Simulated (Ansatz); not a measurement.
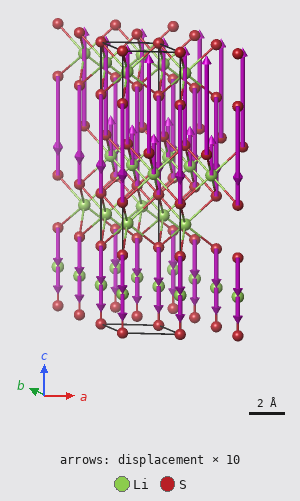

This is a relaxation of a crystal of Li4S5 (a generated structure, set up in P3m1) (coarse preliminary run). The starting structure is drawn; purple arrows show the displacements (the part carried along by the change of the cell is left out), magnified 10 times.

The picture is a ball-and-stick view of the cell of the calculation, repeated 2 × 3 × 1 with one cell outlined, seen slightly off an axis.

All numbers below come from DFT PBE+D3(BJ), scalar-relativistic, plane waves, PAW in Ansatz.

The input:
```yaml
crystal:
  lattice:
    - [3.39037294, 0.0, 0.0]
    - [-1.69518647, 2.9361491, 0.0]
    - [0.0, 0.0, 16.64946507]
  atoms:
    - { symbol: Li, position: [0.0, 0.0, 0.13814258] }
    - { symbol: Li, position: [0.33333333, 0.66666667, 0.36968989] }
    - { symbol: Li, position: [0.66666667, 0.33333333, 0.55649937] }
    - { symbol: Li, position: [0.33333333, 0.66666667, 0.90659526] }
    - { symbol: S, position: [0.0, 0.0, 0.0] }
    - { symbol: S, position: [0.0, 0.0, 0.27628515] }
    - { symbol: S, position: [0.0, 0.0, 0.46309463] }
    - { symbol: S, position: [0.33333333, 0.66666667, 0.64990411] }
    - { symbol: S, position: [0.0, 0.0, 0.81319052] }
basis:
  ecutwfc: 420
kpoints:
  mp_grid: { grid: [6, 6, 1] }
hamiltonian:
  xc: pbe
  dispersion: d3bj
scf:
  occupations: { method: gaussian, width: 0.1 }
  lower_state_search: "off"
output:
  forces: true
  stress: true
  eigenvalues: true
relax:
  adjacent_minimum: "off"
  f_tol: 0.04
  max_steps: 70
  cell: { stress_tol: 0.4 }
```

Run as
```bash
ansatz run input.yaml --threads 1 --pin off --max-ram 2560MiB --backend cpu --events-out ev --progress --plain --runs-dir out
```

### Which element moves most?

Sulfur: up to 0.59 Å, against 0.24 Å for lithium.

### Describe the change and its energy.

The atom that moves furthest relative to the cell is S8 (0.59 Å along +c). By element the largest moves are S 0.59 Å, Li 0.24 Å. Cell: a = b 3.390 → 3.161 Å (−6.8 %), c 16.649 → 16.437 Å (−1.3 %). Volume −14.2 %. Some distances before and after: S8–S9 3.350 → 2.444 Å, Li4–S9 2.500 → 2.640 Å, Li3–S8 2.500 → 2.622 Å, Li4–S5 2.500 → 2.387 Å. New bonds form: S8–S9 (3.35 → 2.44 Å). Bond angles that change, for instance: S8–Li3–S8 85.4° → 74.1°, Li3–S8–Li3 85.4° → 74.1°, S6–Li2–S7 76.9° → 87.9°. The space group stays P3m1 (No. 156). Over 7 accepted moves (8 points after the start) the energy falls by 1.662 eV per cell of the calculation. The largest force component goes from 0.72 to 0.0025 eV/Å. Pressure: −4.06 GPa at the start and 0.01 GPa at the end. At 1 point the geometry stayed and the basis and grid were re-selected for the new cell (energy shift of 0.5 meV per cell of the calculation at most each time).
